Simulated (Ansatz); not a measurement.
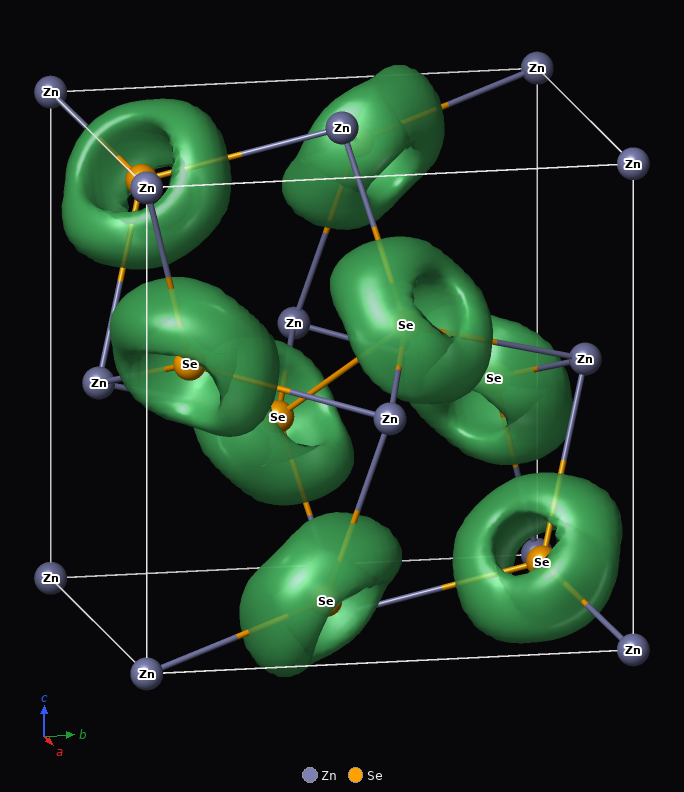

Figure 1: ZnSe$_{2}$. Isosurface of the electron localisation function at 0.75 (green), seen slightly off an axis. Only the valence region is drawn (cores and ρ < 0.01 e/Å³ removed). Sticks mark near contacts.

Space group Pbca; a point of a scan over the structure, not its minimum; a structure from a database of computed crystals, not necessarily the ambient phase; not relaxed (largest force 0.5 eV/Å); computed pressure about −4 GPa in this cell; PAW files of the earlier set (soft_1).

Computed with DFT PBEsol, scalar-relativistic, plane waves, PAW in Ansatz 0.2.0.

In a PAW calculation such maps are meaningful between the atoms, not at the nuclei.

Describe the localisation domains.

At this value the surface marks out eight regions wrapped around Se (the valence shell of each), counted in one cell of 12 atoms. Any copies at cell faces, edges or corners count once. Along the contacts the grid gives the following. Se–Se (2.45 Å): the ELF peaks at about 0.70 between the atoms. Zn–Se (2.53 Å): the ELF is about 0.60 at the midpoint.

Does the calculation give a band gap?

It is gapped, with a Kohn–Sham gap of 0.77 eV on the k-point mesh (the band edges may lie off the mesh, which would make the gap smaller).
